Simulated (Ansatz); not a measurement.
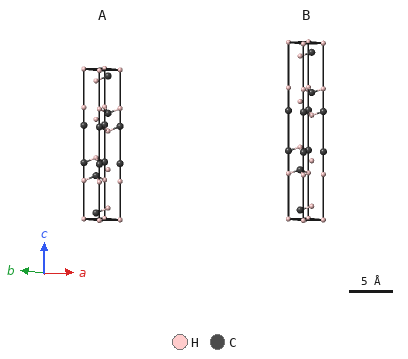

Two geometries of a crystal of H₃C₂ (built on the tetradymite_166 type), drawn at one scale. One is the start of a relaxation, the other its converged end. The picture is a ball-and-stick view of the conventional cell (3 times the calculation's cell), seen from a free direction. Lengths and directions refer to the drawn axes.

These are results of Ansatz 0.2.0, DFT PBE, scalar-relativistic, plane waves, PAW, not measurements. Set-up: plane-wave cutoff 420 eV; k-point mesh 18 × 18 × 18; occupations gaussian; smearing width 0.1 eV; no spin polarisation; cell and atoms relaxed; force threshold 0.01 eV/Å; at most 80 steps.

### Which geometry has the lower energy?

Structure A is the relaxed one. Case: tetradymite type (R-3m, No. 166). The largest moves relative to the cell, 0.19 Å, are those of C atoms. By element the largest moves are C 0.19 Å, H 0.02 Å. The drawn cell changes as follows: a = b 2.431 → 2.519 Å (+3.6 %), c 20.816 → 17.668 Å (−15.1 %); the volume changes by −8.9 %. Some distances before and after: C–C 2.612 → 2.088 Å, C–H 1.482 → 1.576 Å. The space group stays R-3m (No. 166). After 23 accepted moves (32 points after the start) the energy has fallen by 35.4 meV per atom. The largest force component goes from 0.21 to 0.00029 eV/Å. Pressure: −0.41 GPa at the start and 0.01 GPa at the end. The line search rejected the trial steps at points 4, 9, 10, 11, 25 of the run. At 4 points the geometry stayed and the basis and grid were re-selected for the new cell (energy shift of 0.9 meV per atom at most each time). The run took 3.8 min on 1 thread of Intel(R) Xeon(R) 6975P-C (Granite Rapids), with other jobs on the host, peak memory 0.57 GiB.
